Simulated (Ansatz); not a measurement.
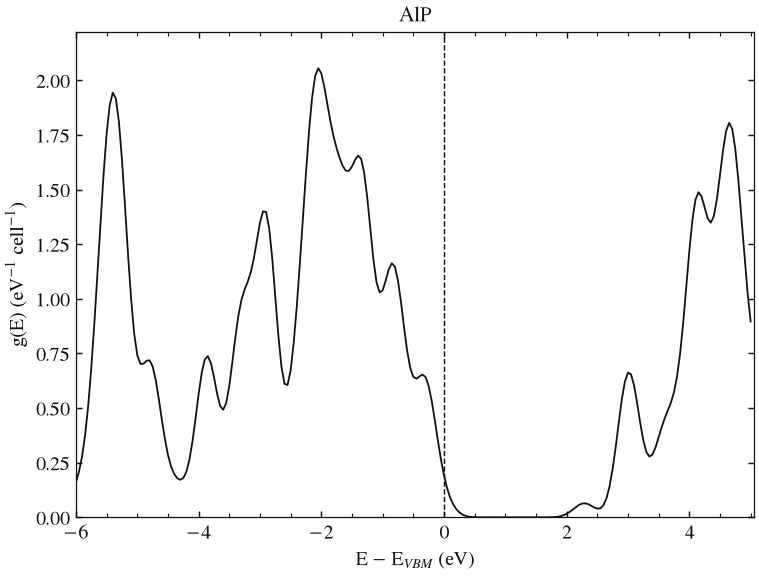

Density of states. Energies are counted from the top of the valence band. The curve is built from the levels of the k mesh with Gaussians 0.4 eV wide, which also blur the band edges.

This input was run:

```
crystal:
  lattice:
    - [0.0, 2.7392572093, 2.7392572093]
    - [2.7726761473, 0.0, 2.7392572093]
    - [2.7726761473, 2.7392572093, 0.0]
  atoms:
    - { symbol: Al, position: [0.0, 0.0, 0.0] }
    - { symbol: P, position: [0.25, 0.25, 0.25] }
kpoints:
  mp_grid: { grid: [6, 6, 6] }
  band_path:
    path:
      - [0.0, 0.0, 0.0]
      - [-0.5, -0.5, 0.0]
      - [-0.375, -0.375, 0.25]
      - [-0.375, 0.0, 0.375]
      - [0.0, 0.0, 0.5]
      - [-0.5, -0.25, 0.25]
    npoints: 1
hamiltonian:
  xc: hse06
scf:
  occupations: { method: fixed }
  n_extra_bands: 4
output:
  forces: true
  stress: true
  eigenvalues: true
```

Launched with:
```bash
ansatz run input.yaml --threads 4 --pin off --max-ram 3686MiB --backend cpu --events-out ev --progress --plain --runs-dir out
```

Metal or insulator, going by the density of states?

Answer. There is a gap; over the k points computed it is 2.27 eV (indirect; the smallest direct gap is 4.02 eV).
